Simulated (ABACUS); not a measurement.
## MgO: band-structure run (part 1 of 2)

MgO (2 atoms in the cell), computed with Kohn-Sham DFT of a periodic cell, PBEsol, Ansatz NC PBE, no spin polarisation (ABACUS 3.10.1).

The structure derives from a Materials Project entry.

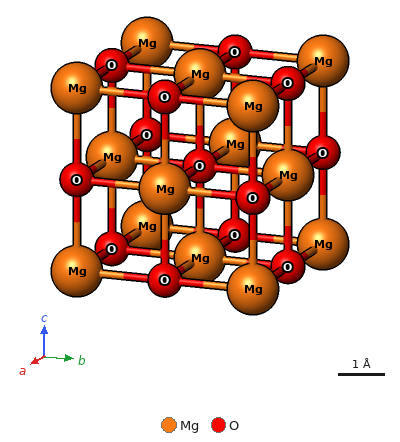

Figure 1. The structure (ball-and-stick view of the cell 4 times as large as that of the calculation, set on its symmetry axes, seen slightly off an axis). Near neighbours in the crystal (not all of them lie inside the picture): Mg has 6 O at 2.10 Å; O has 6 Mg at 2.10 Å.

## Input file
```
INPUT_PARAMETERS
suffix              MgO
calculation         scf
basis_type          lcao
pseudo_dir          ./
orbital_dir         ./
symmetry            1
dft_functional      pbesol
ecutwfc             100
pseudo_rcut         10
nspin               1
nbands              18
ks_solver           genelpa
smearing_method     fd
smearing_sigma      0.00367493
scf_thr             1e-07
scf_nmax            100
mixing_type         broyden
mixing_beta         0.7
cal_force           1
cal_stress          1
out_mul             1
out_chg             1
```

## File STRU
```
ATOMIC_SPECIES
Mg 24.3050 Mg.upf
O 15.9990 O.upf

NUMERICAL_ORBITAL
Mg_confined-atom_8au_3s2p1d.orb
O_confined-atom_6au_2s2p1d.orb

LATTICE_CONSTANT
5.6041865537

LATTICE_VECTORS
0.0000000000 0.7071067812 0.7071067812
0.7071067812 0.0000000000 0.7071067812
0.7071067812 0.7071067812 0.0000000000

ATOMIC_POSITIONS
Cartesian

Mg
0.0
1
0.0000000000 0.0000000000 0.0000000000 1 1 1

O
0.0
1
0.7071067812 0.7071067812 0.7071067812 1 1 1
```

## File KPT
```
K_POINTS
0
Gamma
10 10 10 0 0 0
```

Command:
```bash
OMP_NUM_THREADS=1 mpirun -np 4 abacus > log
```

## Log
```
ABACUS v3.10.1

               Atomic-orbital Based Ab-initio Computation at UStc

 ------------------------------------------------------------------------------------

 READING GENERAL INFORMATION
                           global_out_dir = OUT.MgO/
                           global_in_card = INPUT
                               pseudo_dir = ./
                              orbital_dir = ./
                                    DSIZE = 4
                                    GSIZE = 1

 READING UNITCELL INFORMATION
                                    ntype = 2
                  lattice constant (Bohr) = 5.60419
              lattice constant (Angstrom) = 2.96561

 READING ATOM TYPE 1
                               atom label = Mg
                      L=0, number of zeta = 3
                      L=1, number of zeta = 2
                      L=2, number of zeta = 1
             number of atom for this type = 1

 READING ATOM TYPE 2
                               atom label = O
                      L=0, number of zeta = 2
                      L=1, number of zeta = 2
                      L=2, number of zeta = 1
             number of atom for this type = 1

                        TOTAL ATOM NUMBER = 2
CARTESIAN COORDINATES ( UNIT =       5.604186553700 Bohr ).
    atom                   x                   y                   z     mag                  vx                  vy                  vz
tauc_Mg1            0.0000000000        0.0000000000        0.0000000000  0.0000        0.0000000000        0.0000000000        0.0000000000
tauc_O1            0.7071067812        0.7071067812        0.7071067812  0.0000        0.0000000000        0.0000000000        0.0000000000

                          Volume (Bohr^3) = 124.458
                             Volume (A^3) = 18.4427

 Lattice vectors: (Cartesian coordinate: in unit of a_0)
                   +0           +0.707107           +0.707107
            +0.707107                  +0           +0.707107
            +0.707107           +0.707107                  +0
 Reciprocal vectors: (Cartesian coordinate: in unit of 2 pi/a_0)
            -0.707107           +0.707107           +0.707107
            +0.707107           -0.707107           +0.707107
            +0.707107           +0.707107           -0.707107
 The esolver type has been set to : ksdft_lcao

                PAO radial cut off (Bohr) = 10

 Read in pseudopotential file is Mg.upf
                     pseudopotential type = NC
          exchange-correlation functional = PBE
                 nonlocal core correction = 0
                        valence electrons = 10
                                     lmax = 1
                           number of zeta = 3
                     number of projectors = 4
                           L of projector = 0
                           L of projector = 0
                           L of projector = 1
                           L of projector = 1
 XC functional updated to : pbesol
          exchange-correlation functional = PBESOL
                PAO radial cut off (Bohr) = 10

 Read in pseudopotential file is O.upf
                     pseudopotential type = NC
          exchange-correlation functional = PBE
                 nonlocal core correction = 1
                        valence electrons = 6
                                     lmax = 2
                           number of zeta = 2
                     number of projectors = 5
                           L of projector = 0
                           L of projector = 0
                           L of projector = 1
                           L of projector = 1
                           L of projector = 2
 XC functional updated to : pbesol
          exchange-correlation functional = PBESOL
     initial pseudo atomic orbital number = 9

 SETUP THE ELECTRONS NUMBER
            electron number of element Mg = 10
      total electron number of element Mg = 10
             electron number of element O = 6
       total electron number of element O = 6
            AUTOSET number of electrons:  = 16
                           occupied bands = 8
                                   NLOCAL = 27
                                   NBANDS = 18
                                   NBANDS = 18
                                   NLOCAL = 27

%%%%%%%%%%%%%%%%%%%%%%%%%%%%%%%%%%%%%%%%%%%%%%%%%%%%%%%%%%%%%%%%%%%%%%%%%%%%%%%%%%%%%%%%%%%%%%%%%%%%%%%%%%
 Warning: the number of valence electrons in pseudopotential > 2 for Mg: [Ne] 3s2
 Pseudopotentials with additional electrons can yield (more) accurate outcomes, but may be less efficient.
 If you're confident that your chosen pseudopotential is appropriate, you can safely ignore this warning.
%%%%%%%%%%%%%%%%%%%%%%%%%%%%%%%%%%%%%%%%%%%%%%%%%%%%%%%%%%%%%%%%%%%%%%%%%%%%%%%%%%%%%%%%%%%%%%%%%%%%%%%%%%

 SETUP THE PLANE WAVE BASIS
 energy cutoff for charge/potential (unit:Ry) = 400
            fft grid for charge/potential = [ 36, 36, 36 ]
                        fft grid division = [ 3, 3, 3 ]
        big fft grid for charge/potential = [ 12, 12, 12 ]
                                     nbxx = 432
                                     nrxx = 11664

 SETUP PLANE WAVES FOR CHARGE/POTENTIAL
                    number of plane waves = 16865
                         number of sticks = 859

 PARALLEL PW FOR CHARGE/POTENTIAL
     PROC   COLUMNS(POT)             PW
        1            215           4218
        2            214           4215
        3            215           4217
        4            215           4215
 --------------- sum -------------------
        4            859          16865
                            number of |g| = 211
                                  max |g| = 317.5
                                  min |g| = 1.5

----------- Double Check Mixing Parameters Begin ------------
mixing_type: broyden
mixing_beta: 0.7
mixing_gg0: 1
mixing_gg0_min: 0.1
mixing_ndim: 8
----------- Double Check Mixing Parameters End ------------

 LATTICE VECTORS: (CARTESIAN COORDINATE: IN UNIT OF A0)
                   +0           +0.707107           +0.707107
            +0.707107                  +0           +0.707107
            +0.707107           +0.707107                  +0
                       right hand lattice = 1
                                   NORM_A = 1
                                   NORM_B = 1
                                   NORM_C = 1
                           ALPHA (DEGREE) = 60
                           BETA  (DEGREE) = 60
                           GAMMA (DEGREE) = 60

 The lattice vectors have been changed (STRU_SIMPLE.cif)

(for optimal symmetric configuration:)
                             BRAVAIS TYPE = 3
                     BRAVAIS LATTICE NAME = 03. Cubic F (face-centered)
                                    ibrav = 3
                                    IBRAV = 3
                                  BRAVAIS = FACE CENTERED CUBIC
                       LATTICE CONSTANT A = 1.41421
Original cell was already a primitive cell.
                        ROTATION MATRICES = 48
              PURE POINT GROUP OPERATIONS = 48
                   SPACE GROUP OPERATIONS = 48
                              POINT GROUP = O_h
               POINT GROUP IN SPACE GROUP = O_h

 SETUP K-POINTS
                                    nspin = 1
                   Input type of k points = Monkhorst-Pack(Gamma)
                                   nkstot = 1000
                       right hand lattice = 1
(for reciprocal lattice: )
                             BRAVAIS TYPE = 2
                     BRAVAIS LATTICE NAME = 02. Cubic I (body-centered)
                                    ibrav = 2
                       right hand lattice = 1
(for k-lattice: )
                             BRAVAIS TYPE = 2
                     BRAVAIS LATTICE NAME = 02. Cubic I (body-centered)
                                    ibrav = 2
                       right hand lattice = 1
                        ROTATION MATRICES = 48
                               nkstot_ibz = 47
K-POINTS REDUCTION ACCORDING TO SYMMETRY
     IBZ    DIRECT_X    DIRECT_Y    DIRECT_Z  WEIGHT  ibz2bz
       1  0.00000000  0.00000000  0.00000000  0.0010       0
       2  0.10000000  0.10000000  0.10000000  0.0080       1
       3  0.20000000  0.20000000  0.20000000  0.0080       2
       4  0.30000000  0.30000000  0.30000000  0.0080       3
       5  0.40000000  0.40000000  0.40000000  0.0080       4
       6  0.50000000  0.50000000  0.50000000  0.0040       5
       7  0.10000000  0.10000000  0.00000000  0.0060      11
       8  0.20000000  0.20000000  0.10000000  0.0240      12
       9  0.30000000  0.30000000  0.20000000  0.0240      13
      10  0.40000000  0.40000000  0.30000000  0.0240      14
      11  0.50000000  0.50000000  0.40000000  0.0240      15
      12  0.50000000  0.40000000  0.40000000  0.0240      16
      13  0.40000000  0.30000000  0.30000000  0.0240      17
      14  0.30000000  0.20000000  0.20000000  0.0240      18
      15  0.10000000  0.10000000  0.20000000  0.0120      19
      16  0.20000000  0.20000000  0.00000000  0.0060      22
      17  0.30000000  0.30000000  0.10000000  0.0240      23
      18  0.40000000  0.40000000  0.20000000  0.0240      24
      19  0.50000000  0.50000000  0.30000000  0.0240      25
      20 -0.40000000  0.40000000  0.40000000  0.0240      26
      21  0.50000000  0.30000000  0.30000000  0.0240      27
      22  0.40000000  0.20000000  0.20000000  0.0120      28
      23  0.30000000  0.30000000  0.00000000  0.0060      33
      24  0.40000000  0.40000000  0.10000000  0.0240      34
      25  0.50000000  0.50000000  0.20000000  0.0240      35
      26 -0.30000000  0.40000000  0.40000000  0.0240      36
      27 -0.40000000  0.30000000  0.30000000  0.0120      37
      28  0.40000000  0.40000000  0.00000000  0.0060      44
      29  0.50000000  0.50000000  0.10000000  0.0240      45
      30 -0.20000000  0.40000000  0.40000000  0.0120      46
[... 17 further k points ...]

                               nkstot now = 47
[... K-POINTS DIRECT COORDINATES: 47 rows ...]

           k-point number in this process = 47
       minimum distributed K point number = 47
[... stars of the k points ...]

[... K-POINTS CARTESIAN COORDINATES: 47 rows ...]

[... K-POINTS DIRECT COORDINATES: 47 rows ...]

 SETUP PLANE WAVES FOR WAVE FUNCTIONS
     energy cutoff for wavefunc (unit:Ry) = 100
              fft grid for wave functions = [ 36, 36, 36 ]
                    number of plane waves = 2891
                         number of sticks = 265

 PARALLEL PW FOR WAVE FUNCTIONS
     PROC   COLUMNS(POT)             PW
        1             66            722
        2             66            722
        3             66            724
        4             67            723
 --------------- sum -------------------
        4            265           2891

 SET NONLOCAL PSEUDOPOTENTIAL PROJECTORS
 SET NONLOCAL PSEUDOPOTENTIAL PROJECTORS
 max number of nonlocal projetors among all species is 5

 -------------------------------------------
 SELF-CONSISTENT
 -------------------------------------------

 SETUP SEARCHING RADIUS FOR PROGRAM TO SEARCH ADJACENT ATOMS
                  longest orb rcut (Bohr) = 8
   longest nonlocal projector rcut (Bohr) = 1.58
                     search radius (Bohr) = 19.2
              searching radius is (Bohr)) = 19.2
         searching radius unit is (Bohr)) = 5.6
                         PeriodicBoundary = 1
                        Radius(unit:lat0) = 3.42
                                   glayer = [ 6, 6, 6 ]
                             glayer_minus = [ 5, 5, 5 ]

Find the coordinate range of the input atom(unit:lat0).
                                  min_tau = [ -7.07, -7.07, -7.07 ]
                                  max_tau = [ 7.78, 7.78, 7.78 ]
                                BoxNumber = [ 11, 11, 11 ]

 SETUP EXTENDED REAL SPACE GRID FOR GRID INTEGRATION
                          real space grid = [ 36, 36, 36 ]
                 big cell numbers in grid = [ 12, 12, 12 ]
             meshcell numbers in big cell = [ 3, 3, 3 ]
                        extended fft grid = [ 21, 21, 21 ]
                dimension of extened grid = [ 55, 55, 55 ]
                            UnitCellTotal = 125
              Atom number in sub-FFT-grid = 2
    Local orbitals number in sub-FFT-grid = 27
                                ParaV.nnr = 24304
                                 init_chg = atomic

 LCAO ALGORITHM --------------- ION=   1  ELEC=   1--------------------------------

 Density error is 0.105192911362
----------------------------------------------------------
     Energy           Rydberg                 eV
----------------------------------------------------------
 E_KohnSham     -152.5850193966      -2076.0256932345
 E_Harris       -151.8860279248      -2066.5154263643
 E_Fermi        0.5959140751         8.1078269401
----------------------------------------------------------

 LCAO ALGORITHM --------------- ION=   1  ELEC=   2--------------------------------

 Density error is 0.0678442830489
----------------------------------------------------------
     Energy           Rydberg                 eV
----------------------------------------------------------
 E_KohnSham     -152.6917014926      -2077.4771776144
 E_Harris       -153.9959746324      -2095.2227240640
 E_Fermi        0.8340737920         11.3481561236
----------------------------------------------------------

 LCAO ALGORITHM --------------- ION=   1  ELEC=   3--------------------------------

 Density error is 0.0169070251283
----------------------------------------------------------
     Energy           Rydberg                 eV
----------------------------------------------------------
 E_KohnSham     -152.7200563742      -2077.8629655702
 E_Harris       -152.9055526192      -2080.3867714594
 E_Fermi        0.7797243349         10.6086938235
----------------------------------------------------------

 LCAO ALGORITHM --------------- ION=   1  ELEC=   4--------------------------------

 Density error is 0.00140098372702
----------------------------------------------------------
     Energy           Rydberg                 eV
```
